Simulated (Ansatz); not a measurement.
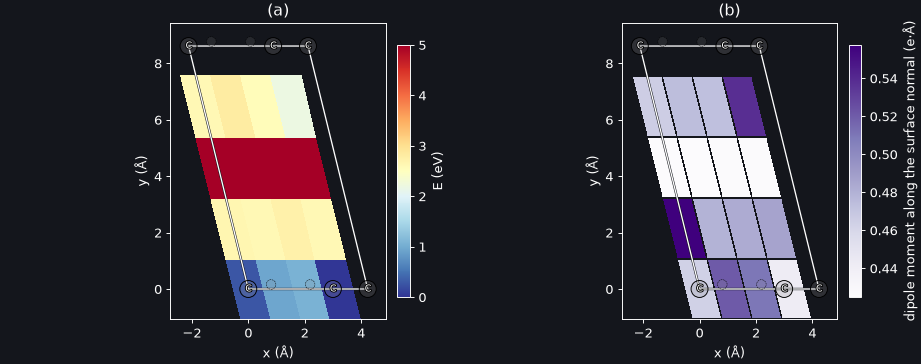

Si on a C(111) slab cut from the P6/mmm phase, its upper half relaxed before the scan (20 atoms of substrate and one adsorbate in a 2 × 1 cell). Si is moved over the surface cell; relaxed at each place: the height of the adsorbate's atoms; substrate rigid; the origin of the map has the adsorbate above C17. Places are given modulo a cell vector. The map is drawn in real space over the plane of the surface. The grid has 4 × 4 points. Places are given in fractions of the 1 × 1 surface cell. Energies: eV, counted from the lowest grid point. At some places the adsorbate sinks to or below the level of the top layer. Computed with DFT LDA, scalar-relativistic, plane waves, PAW (Ansatz 0.2.0). Settings: cutoff 420 eV, k-mesh 4×3×1, gaussian smearing 0.1 eV, no spin polarisation.

Panel (a) is the energy and panel (b) the computed dipole moment along the surface normal on the same grid.

The picture shows one coloured cell a grid point, labelled circles for the atoms of the top layer and small ones for the second layer, the outline of one cell of the plane.

How does the dipole moment along the surface normal vary over the map, and what is it at the lowest grid point?

Answer. It runs from 0.42 e·Å at a place at or below the level of the top layer, (0/4, 2/4) of the cell vectors to 0.56 e·Å at (0/4, 1/4) of the cell vectors [nearest 2 C at 2.27 Å]. At the lowest grid point, (3/4, 0/4) of the cell vectors [nearest 1 C at 1.77 Å], it is 0.44 e·Å.

PAW datasets: the set soft_1.
